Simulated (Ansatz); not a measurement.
System: W.

The calculation's input:

```
crystal:
  lattice:
    - [-1.5928244114, 1.5928244114, 1.5928244114]
    - [1.5928244114, -1.5928244114, 1.5928244114]
    - [1.5928244114, 1.5928244114, -1.5928244114]
  atoms:
    - { symbol: W, position: [0.0, 0.0, 0.0] }
hamiltonian:
  xc: { exchange: slater, correlation: vwn5 }
  pseudopotentials: { kind: paw }
kpoints:
  mp_grid: { grid: [12, 12, 12] }
scf:
  occupations: { method: fermi_dirac, width: 0.05 }
output:
  forces: true
  stress: true
  eigenvalues: true
  write_density: true
  write_potential: true
  elf: true
  volumetric_format: npy
```

Launched as:

```sh
ansatz run input.yaml --threads 2 --pin off --max-ram 5120MiB --backend cpu --events-out ev --progress --plain --runs-dir out
```

Below, planes, directions and counts refer to the conventional cell (a = 3.19 Å, b = 3.19 Å, c = 3.19 Å, α = 90.00°, β = 90.00°, γ = 90.00°).

Space group Im-3m; computed pressure about −15 GPa in this cell.

The calculation used Ansatz 0.2.0, Kohn-Sham DFT of a periodic cell, SVWN5, Ansatz PAW.

> Predict the valence pseudo-density and electron localisation function between the atoms.

W–W (2.76 Å): the density is about 0.41 e/Å³ at the midpoint; the ELF is about 0.40 at the midpoint.

> Does the calculation make it a metal, or give it a gap?

It is gapless in this calculation (a metal or semimetal).

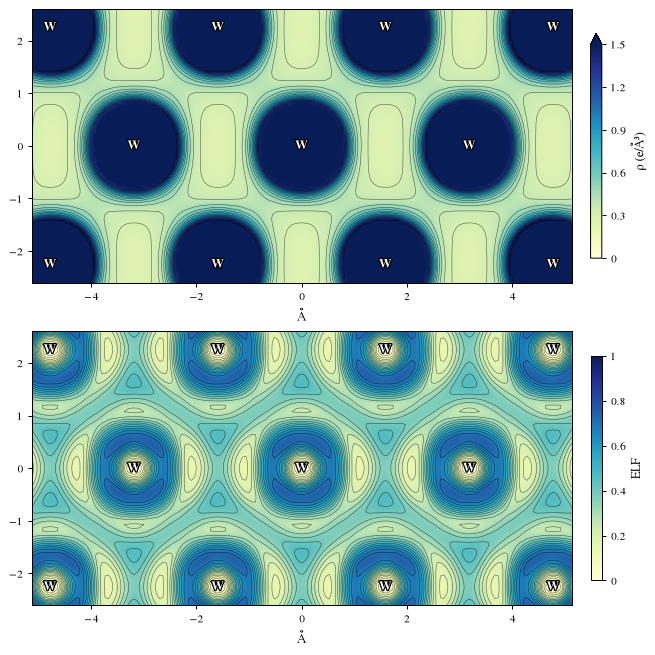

Computed valence pseudo-density and electron localisation function on the (011) plane of the conventional cell, in this order. 

The density is the valence pseudo-density of a PAW calculation; it isn't the true density close to the nuclei.
